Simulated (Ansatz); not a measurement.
## STM study: Mo(100) (Fm-3m bulk, 4 atomic planes (those closer than 0.6 Å count as one), 6 Å) with one Mo vacancy in a 2 × 2 cell

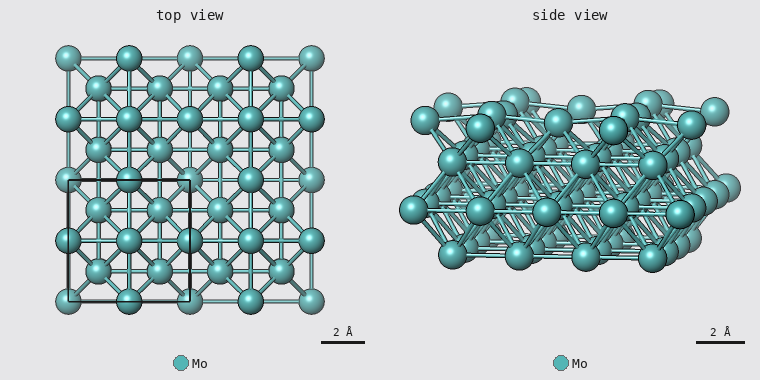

The relaxed structure from above and from the side.

Computed with DFT PBE, scalar-relativistic, plane waves, PAW (Ansatz 0.2.0). Cutoff 420 eV, 11 × 11 k-points, Gaussian smearing 0.1 eV, dipole correction. The slab is a cut without reconstruction beyond its cell, at the source's lattice constants, with its lower half held fixed and the rest relaxed. The defects repeat every 5.7 Å and interact, so states at the Fermi level and the work function belong to this dense array. This isn't the element's usual bcc form. No spin polarisation. The run warns that the functional's potential is rough in the thin density of the vacuum, where the tip is; weak contrasts and barriers may feel it. On this mesh the free atoms still feel up to 0.10 eV/Å.

Tersoff–Hamann simulation (s-wave tip); biases are sample biases. Bias windows are sharp sums over the levels of the k mesh.

The calculation's input:

```yaml
crystal:
  lattice:
    - [5.69928066, 0.0, 0.0]
    - [0.0, 5.69928066, 0.0]
    - [0.0, 0.0, 23.0450000429]
  atoms:
    - { symbol: Mo, position: [0.25, 0.25, 0.3688435662] }
    - { symbol: Mo, position: [0.25, 0.75, 0.3688435662] }
    - { symbol: Mo, position: [0.75, 0.25, 0.3688435662] }
    - { symbol: Mo, position: [0.75, 0.75, 0.3688435662] }
    - { symbol: Mo, position: [0.0, 0.0, 0.4562811922] }
    - { symbol: Mo, position: [0.0, 0.5, 0.4562811922] }
    - { symbol: Mo, position: [0.5, 0.0, 0.4562811922] }
    - { symbol: Mo, position: [0.5, 0.5, 0.4562811922] }
    - { symbol: Mo, position: [0.2477357928, 0.2477357928, 0.539533487] }
    - { symbol: Mo, position: [0.2477357928, 0.7522642072, 0.539533487] }
    - { symbol: Mo, position: [0.7522642072, 0.2477357928, 0.539533487] }
    - { symbol: Mo, position: [0.7522642072, 0.7522642072, 0.539533487] }
    - { symbol: Mo, position: [0.0, 0.5, 0.6086347602] }
    - { symbol: Mo, position: [0.5, 0.0, 0.6086347602] }
    - { symbol: Mo, position: [0.5, 0.5, 0.619903988] }
basis:
  ecutwfc: 420.0
  fft_grid_basis: typed
kpoints:
  mp_grid: { grid: [11, 11, 1] }
hamiltonian:
  xc: pbe
  pseudopotentials: { kind: paw }
scf:
  occupations: { method: gaussian, width: 0.1 }
output:
  forces: true
  eigenvalues: true
  band_densities:
    - { e_range: [-2.0, -1.0] }
    - { e_range: [-1.0, -0.5] }
    - { e_range: [-0.5, -0.25] }
    - { e_range: [-0.25, 0.0] }
    - { e_range: [0.0, 0.25] }
    - { e_range: [0.25, 0.5] }
    - { e_range: [0.5, 1.0] }
    - { e_range: [1.0, 1.5] }
  band_residual_tolerance: 1.0e-05
  write_potential: true
  elf: true
  write_density: true
  volumetric_format: npy
efield:
  axis: 3
  dipole_correction: true
  ramp_width: 0.04
checkpoint:
  read: start.run
  write: ck
  compress: false
  write_wavefunctions: false
  write_every: 100000
```

Launched as:

```sh
ansatz run input.yaml --threads 4 --pin off --max-ram 8847MiB --backend cpu --events-out ev --progress --plain --runs-dir out
```

This last single point, started from the relaxation's saved density, took 2.9 min on 4 threads of Arm Neoverse V1, with other jobs on the host, peak memory 3.3 GiB.

### 1. The defect in the image

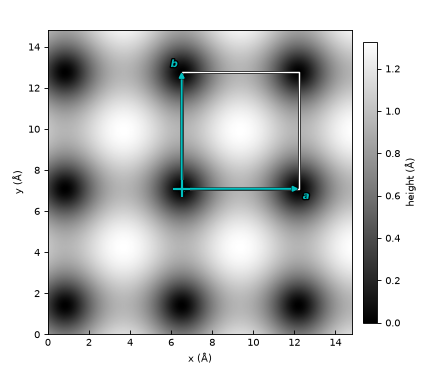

Constant-current image at a set point of 2.8 × 10⁻⁴ e/Å³, sample bias +0.50 V, of Mo(100) (Fm-3m bulk, 4 atomic planes (those closer than 0.6 Å count as one), 6 Å) with one defect or adsorbate in every 2 × 2 cell; the cross marks its site, and a white outline, where drawn, is that cell.

Question: The feature is an Mo vacancy. How does it appear?

Answer: Its site appears as a depression about 1.3 Å deep against the mean of the area farther than 3.2 Å from it. The brightest spots lie over the top Mo atoms away from the vacancy; the darkest points are over the vacancy.

### 2. One image

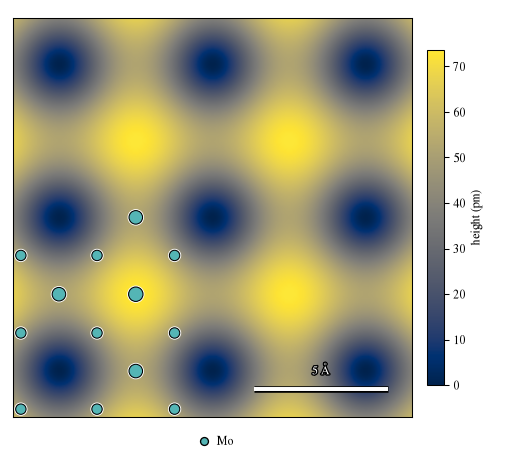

Constant-current image at a set point of 4.5 × 10⁻⁵ e/Å³ of this surface, sample bias +0.25 V. The atoms seen from above are drawn over one corner (deeper ones smaller).

Question: Assign the bright and dark features to the surface structure.

Answer: The brightest spots lie over the top Mo atoms away from the vacancy; the darkest points are over the vacancy. The corrugation is 74 pm at a mean tip height of 4.0 Å.

### 3. Approach curves

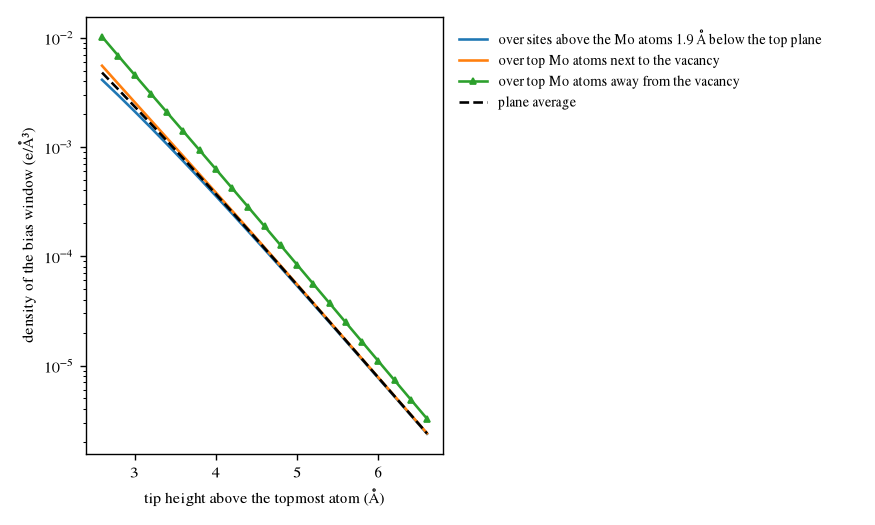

Approach curves over this surface at a sample bias of +1.50 V.

Question: Estimate the decay constant and the apparent barrier, and compare with the vacuum level, which the run puts 3.88 eV above zero bias.

Answer: Near 4 Å the plane average falls as exp(−1.88 z/Å), a factor of 6.6 per ångström, which gives an apparent barrier of 3.4 eV (0.952 eV Å² times the slope squared). The upper edge of the window lies 2.38 eV under the vacuum level. The apparent barrier is above 2.38 eV. At 4 Å the 0.50 eV of states nearest the upper edge carry 26 % of the density, so deeper states, or ones away from the zone centre, set the barrier.

### 4. Barrier map

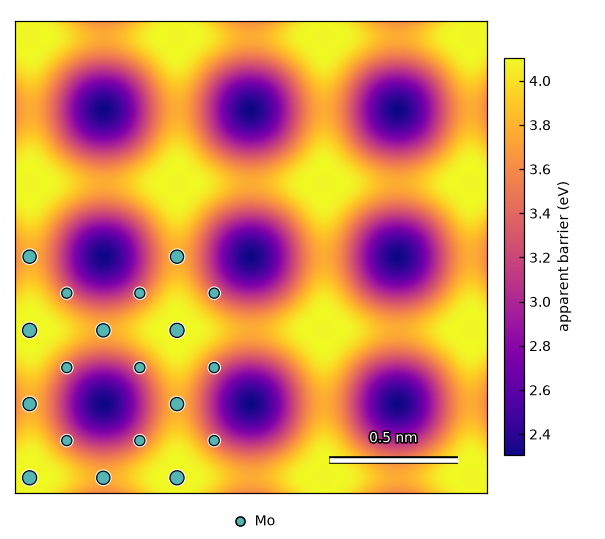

Map of the apparent barrier height, 0.952 eV Å² × (d ln I/dz)², 3.4 Å above this surface at −0.25 V; lighter colours are higher.

Question: Where is the apparent barrier highest and lowest, and over what range?

Answer: It is highest, 4.1 eV, over points just beside the top Mo atoms away from the vacancy, and lowest, 2.3 eV, over the vacancy. The vacuum level lies 3.88 eV above zero bias.

### 5. Bias series

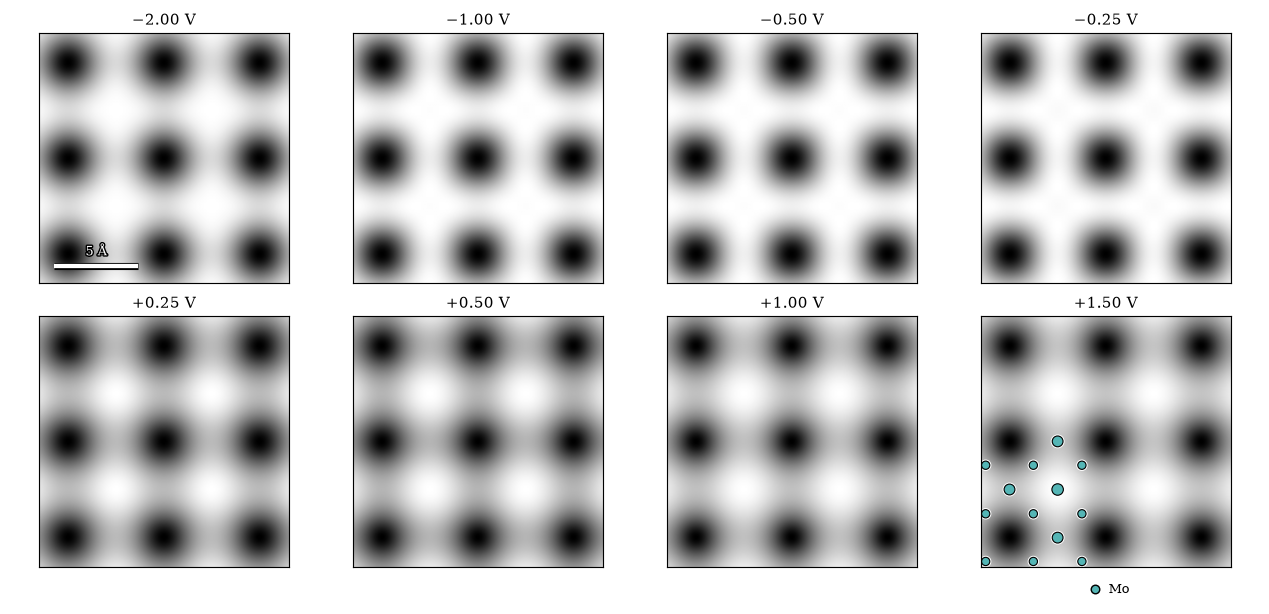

Constant-current images of this surface at 8 sample biases, each on its own colour scale; the last has the atoms seen from above drawn over one corner (deeper ones smaller).

Question: How do the images change with bias?

Answer:
```tsv
bias	set point (e/Å³)	corrugation	brightest over
−2.00 V	2.9 × 10⁻⁴	63 pm	top Mo atoms away from the vacancy
−1.00 V	2.3 × 10⁻⁴	53 pm	points just beside the top Mo atoms away from the vacancy
−0.50 V	1.7 × 10⁻⁴	52 pm	points 1.0 Å to the side of the top Mo atoms away from the vacancy and top Mo atoms away from the vacancy
−0.25 V	1.5 × 10⁻⁴	49 pm	points 1.2 Å to the side of the top Mo atoms away from the vacancy, top Mo atoms away from the vacancy and top Mo atoms next to the vacancy
+0.25 V	1.2 × 10⁻⁴	96 pm	top Mo atoms away from the vacancy
+0.50 V	2.8 × 10⁻⁴	1.3 Å	top Mo atoms away from the vacancy
+1.00 V	7.0 × 10⁻⁴	1.2 Å	top Mo atoms away from the vacancy
+1.50 V	9.4 × 10⁻⁴	1.2 Å	top Mo atoms away from the vacancy
```

The slab has states at the Fermi level, so this model gives a current down to small biases. Its work function (top face) is 3.88 eV.
